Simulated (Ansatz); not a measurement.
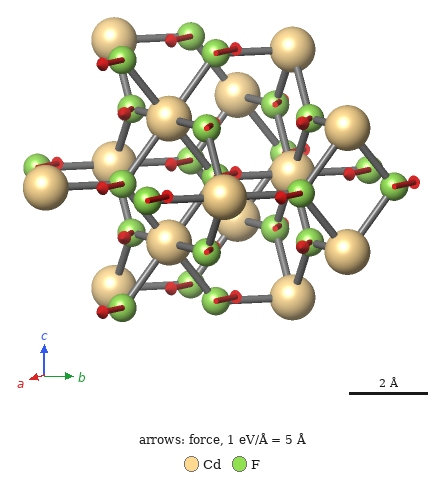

Starting geometry of a crystal of CdF2 (built on the MgF2-58 type type) with the computed forces as red arrows. The picture is a ball-and-stick view of the atoms within 5.0 Å of the atom that moves most (axes of the cell of the calculation), seen slightly off an axis.

Theory: DFT, PBEsol, plane waves, PAW in Ansatz 0.2.0.

Input file:
```yaml
crystal:
  lattice:
    - [4.87745529, 0.0, 0.0]
    - [0.0, 4.97300729, 0.0]
    - [0.0, 0.0, 3.24779985]
  atoms:
    - { symbol: Cd, position: [0.5, 0.5, 0.5] }
    - { symbol: Cd, position: [0.0, 0.0, 0.0] }
    - { symbol: F, position: [0.785832, 0.179816, 0.5] }
    - { symbol: F, position: [0.214168, 0.820184, 0.5] }
    - { symbol: F, position: [0.285832, 0.320184, 0.0] }
    - { symbol: F, position: [0.714168, 0.679816, 0.0] }
kpoints:
  mp_grid: { grid: [4, 4, 6] }
hamiltonian:
  xc: pbesol
scf:
  occupations: { method: fermi_dirac, width: 0.03 }
relax:
  f_tol: 0.01
  cell: {}
  max_steps: 120
output:
  write_density: true
  write_potential: true
  elf: true
  volumetric_format: npy
```

Launched with:
```bash
ansatz run input.yaml --threads 2 --pin off --max-ram 2211MiB --backend cpu --events-out ev --progress --plain --runs-dir out
```

### What follows when this structure is relaxed?

It isn't relaxed: the largest force vector, on F atoms, is 0.26 eV/Å. Measured relative to the changing cell, the final displacements run against the starting forces (cosine between the two patterns −0.73). The largest moves relative to the cell, 0.13 Å, are those of F3, F4, F5 and F6. F3 goes along [3 2 0]. Cd stays in place. The drawn cell changes as follows: a 4.877 → 5.100 Å (+4.6 %), b 4.973 → 5.121 Å (+3.0 %), c 3.248 → 3.501 Å (+7.8 %); the volume changes by +16.1 %. Among the contacts that change: Cd1–F5 2.128 → 2.239 Å, Cd1–F3 2.116 → 2.218 Å. Among the angles between lasting bonds that change: F5–Cd1–F5 99.5° → 102.8°, F5–Cd1–F6 80.5° → 77.2°, Cd2–F3–Cd2 99.5° → 102.8°. The space group stays Pnnm (No. 58). Over 14 accepted moves (20 points after the start) the energy falls by 112 meV per atom. The largest force component goes from 0.25 to 0.00025 eV/Å. Pressure: 19.05 GPa at the start and −0.02 GPa at the end. The line search rejected the trial steps at points 5, 7, 9 of the run. The SCF was repeated 3 times at an unchanged geometry on a basis and grid sized afresh for the cell, which shifted the energy by 15.1 meV per atom at most. Cost: 2.1 min on 2 threads of AMD EPYC (Zen 3) (shared host), peak memory 0.46 GiB.
